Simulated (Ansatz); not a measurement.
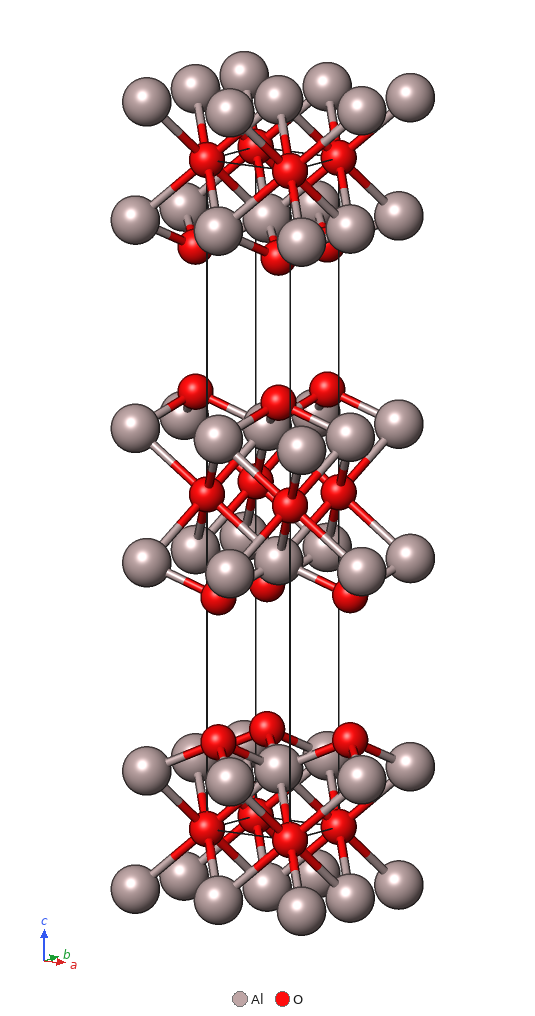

Drawn in the ball-and-stick manner and seen slightly off an axis. The edges of the simulation cell are marked. Outside the box, the atoms bonded to those within are drawn.

```yaml
crystal:
  lattice:
    - [2.87094, 0.00000, 0.00000]
    - [-1.43547, 2.48630, 0.00000]
    - [0.00000, 0.00000, 14.49831]
  atoms:
    - { symbol: Al, position: [0.66667, 0.33333, 0.09437] }
    - { symbol: Al, position: [0.33333, 0.66667, 0.90563] }
    - { symbol: Al, position: [0.33333, 0.66667, 0.59437] }
    - { symbol: Al, position: [0.66667, 0.33333, 0.40563] }
    - { symbol: O, position: [0.00000, 0.00000, 0.00000] }
    - { symbol: O, position: [0.33333, 0.66667, 0.14158] }
    - { symbol: O, position: [0.66667, 0.33333, 0.85842] }
    - { symbol: O, position: [0.00000, 0.00000, 0.50000] }
    - { symbol: O, position: [0.66667, 0.33333, 0.64158] }
    - { symbol: O, position: [0.33333, 0.66667, 0.35842] }
```

Setup: DFT PBE+D3(BJ), scalar-relativistic, plane waves, PAW in Ansatz 0.2.0; plane waves up to 420 eV, a 9×9×2 sampling of the Brillouin zone, Gaussian smearing of 0.02 eV, no spin polarisation.

Predict the Bader charges.

Answer. Al +2.54 e; O -1.73 to -1.67 e. The transfer is large, as in an ionic solid.

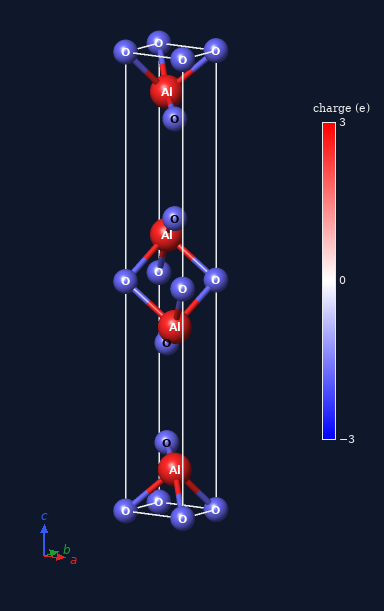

The atoms coloured by those charges.

Source of the structure: a structure type filled with these elements by a generator (whether the compound takes this form wasn't checked). Earlier steps of the study may have refined or changed the cell and positions. A calculation with Ansatz used it as input.
